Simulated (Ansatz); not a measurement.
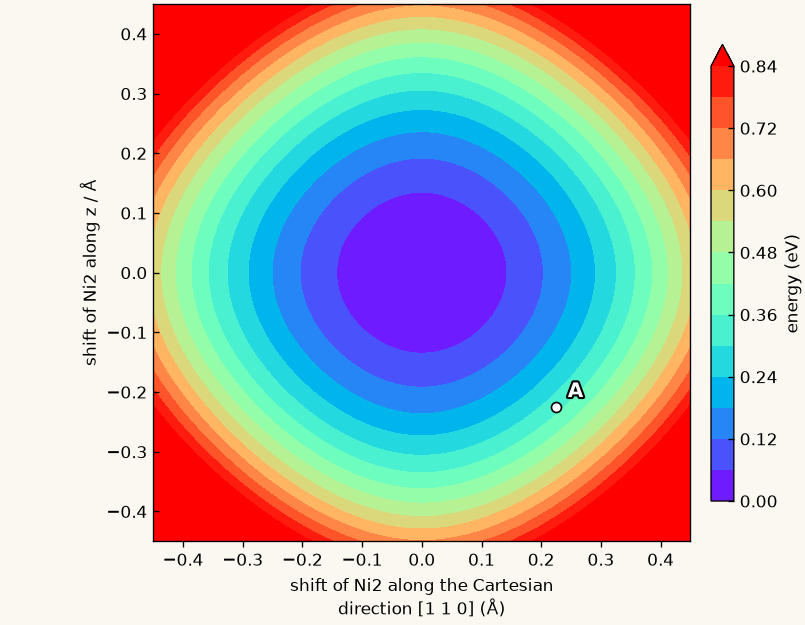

AlNi (Cmmm, No. 65; 2 atoms in the cell). 
- Atom Ni2 is moved over a plane while all other atoms and the cell stay fixed (its periodic images move with it) (x along [1 0 0], y along [0 1 0], z along [0 0 1] of the conventional cell).
- The first coordinate is: shift of Ni2 along the Cartesian direction [1 1 0]; the second: shift of Ni2 along z.
- Grid: 5 × 5 points; 9 points were computed and 16 follow by symmetry.
- Points are written as (first, second).
- All energies are given in eV per cell relative to the lowest grid point.
- The runs have no spin polarisation; a magnetic state may lie lower. The reference cell is the one listed in the database, not relaxed at this level.
- Theory: DFT PBEsol, scalar-relativistic, plane waves, PAW in Ansatz. Settings: cutoff 420 eV, k-mesh 18×18×16 in the order of the run's cell vectors, gaussian smearing 0.15 eV, no spin polarisation.

Drawn: filled contours, one colour for all values above the top of the scale, the point A. Between grid points the surface is interpolated.

Q: Is A at rest? If not, where is it pushed?

A: A, at (0.225 Å, −0.225 Å), is not a stationary point. The computed force is 2.3 eV/Å in the plane, pointing up and left in the picture (components −1.5 and 1.7 eV/Å).
